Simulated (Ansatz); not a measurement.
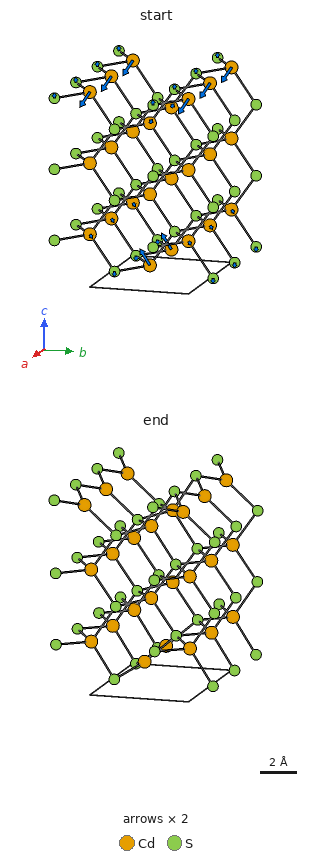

The structure of a slab of composition CdS (cut from the F-43m phase) before (top) and after (bottom) a relaxation, at one scale. The blue arrows give the displacements, magnified 2 times.

A ball-and-stick model of the 2 × 1 repeat of the cell, outlined in the plane, without the vacuum, seen slightly off an axis.

Case: (1 1 0) slab, atoms relaxed. The slab is the (1 1 0) face of CdS.

These are results of Ansatz, DFT PBEsol, scalar-relativistic, plane waves, PAW, not measurements.

Input file:
```yaml
crystal:
  lattice:
    - [4.1183285486, 0.0, 0.0]
    - [0.0, 5.8241960877, 0.0]
    - [0.0, 0.0, 25.2958213715]
  atoms:
    - { symbol: Cd, position: [0.5, 0.5, 0.2964916573] }
    - { symbol: S, position: [0.0, 0.25, 0.2964916573] }
    - { symbol: Cd, position: [0.0, 0.0, 0.3778949944] }
    - { symbol: S, position: [0.5, 0.75, 0.3778949944] }
    - { symbol: Cd, position: [0.5, 0.5, 0.4592983315] }
    - { symbol: S, position: [0.0, 0.25, 0.4592983315] }
    - { symbol: Cd, position: [0.0, 0.0, 0.5407016685] }
    - { symbol: S, position: [0.5, 0.75, 0.5407016685] }
    - { symbol: Cd, position: [0.5, 0.5, 0.6221050056] }
    - { symbol: S, position: [0.0, 0.25, 0.6221050056] }
    - { symbol: Cd, position: [0.0, 0.0, 0.7035083427] }
    - { symbol: S, position: [0.5, 0.75, 0.7035083427] }
basis:
  ecutwfc: 420
kpoints:
  mp_grid: { grid: [7, 5, 1] }
hamiltonian:
  xc: pbesol
scf:
  occupations: { method: gaussian, width: 0.05 }
output:
  forces: true
  eigenvalues: true
relax:
  adjacent_minimum: "off"
  f_tol: 0.02
  max_steps: 60
efield:
  axis: 3
  dipole_correction: true
```

Question: What changed between the two?

Answer: The largest moves relative to the layer's centre, 0.58 Å, are those of Cd1 and Cd11. Cd11 goes at 33° to the normal (−c side). Largest moves by element: Cd 0.58 Å, S 0.17 Å. The cell doesn't change. Some distances before and after: Cd11–S12 2.522 → 2.447 Å, Cd1–S4 2.522 → 2.474 Å, Cd3–S6 2.522 → 2.569 Å, Cd7–S10 2.522 → 2.546 Å. Among the angles between lasting bonds that change: Cd1–S2–Cd3 109.5° → 91.9°, Cd1–S4–Cd5 109.5° → 96.1°, S2–Cd1–S4 109.5° → 121.9°. The energy falls by 0.819 eV per cell of the calculation in 5 geometry steps. The largest force component goes from 0.97 to 0.016 eV/Å. The run took about 8 core-minutes on a shared host.
